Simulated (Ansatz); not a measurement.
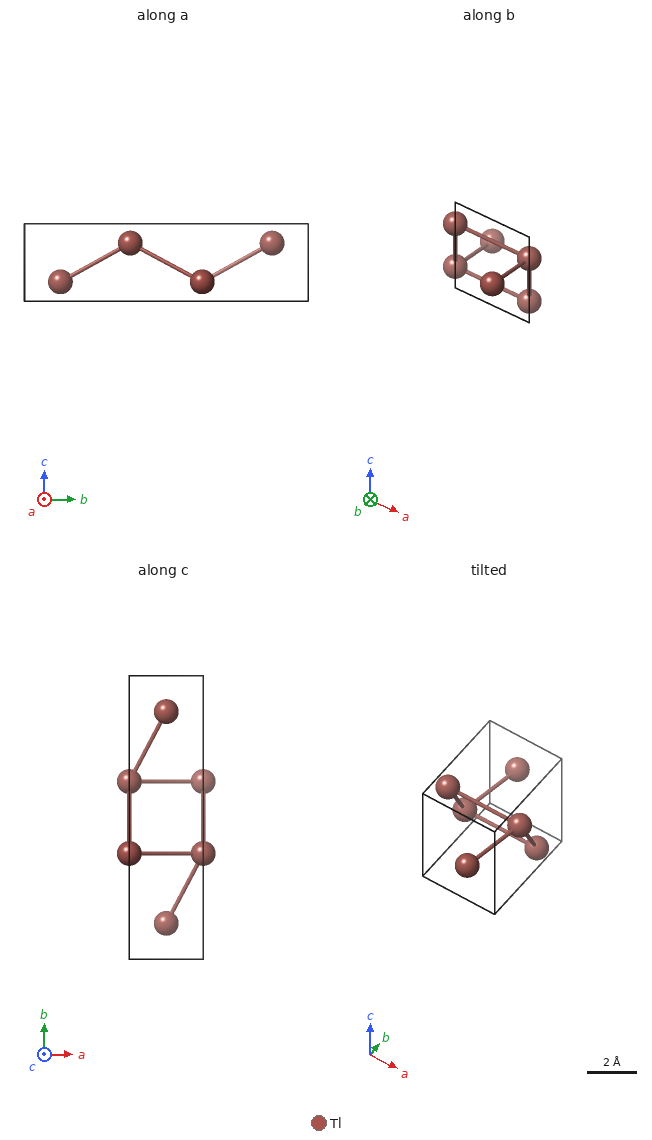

Ball-and-stick drawing of the structure, looking along the a axis, along the b axis, along the c axis and slightly off an axis. The conventional unit cell is drawn as a box.

Lattice parameters: a = 3.338 Å, b = 11.586 Å, c = 3.495 Å, α = 90.00°, β = 115.24°, γ = 90.00°. Put a along x and b in the xy plane.

Write down what is shown as a POSCAR file, with free fractional coordinates to two decimals.

```
Tl
1.0
     3.338    0.000    0.000
     0.000   11.586    0.000
    -1.491    0.000    3.162
Tl
4
Direct
  0.00 0.37 0.75
  0.50 0.13 0.25
  0.50 0.87 0.75
  0.00 0.63 0.25
```

Provenance: a structure type filled with this element by a generator (whether the element takes this form wasn't checked). Earlier steps of the study may have refined or changed the cell and positions. It went into a calculation with Ansatz.
